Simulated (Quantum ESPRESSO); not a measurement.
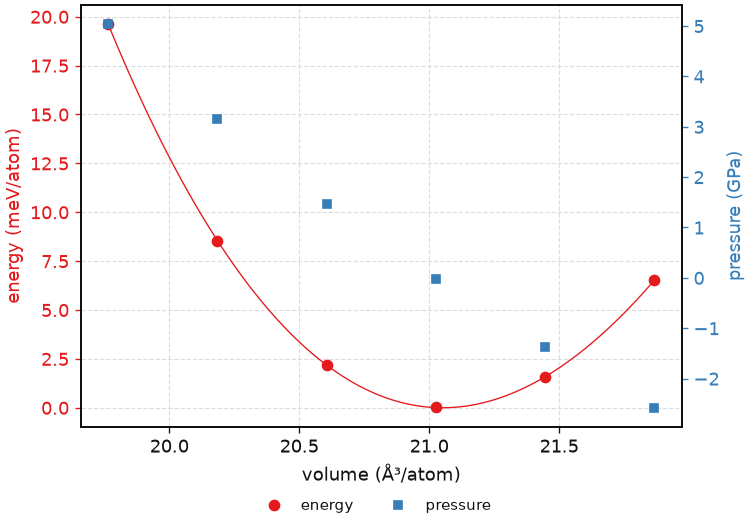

The figure shows the energy and pressure against volume for GaP, space group R-3m (No. 166).

Cell as given: a = 6.811 Å, b = 6.811 Å, c = 6.811 Å, α = 33.15°, β = 33.15°, γ = 33.15°; 4 atoms.

Calculation (Quantum ESPRESSO 7.5): plane-wave DFT, no spin polarisation; energies at scaled volumes of the given cell, shape and fractions fixed, counted from the fit's minimum, third-order Birch-Murnaghan fit. Level: PBE.

k mesh 8×8×8; occupations Fermi–Dirac; smearing width 0.05 eV; potentials SSSP 1.3 efficiency PBE; wave cutoff 952.4 eV; density cutoff 7619 eV.

Tabulate the plotted points.

```tsv
volume (Å³/atom)	energy (meV/atom)	pressure (GPa)
19.76	19.62	5.04
20.18	8.55	3.15
20.61	2.18	1.47
21.03	0.01	-0.03
21.45	1.59	-1.38
21.87	6.53	-2.58
```

Limits of the calculation: shape and atomic fractions are frozen while scaling, which makes layered, chain and framework solids too stiff.
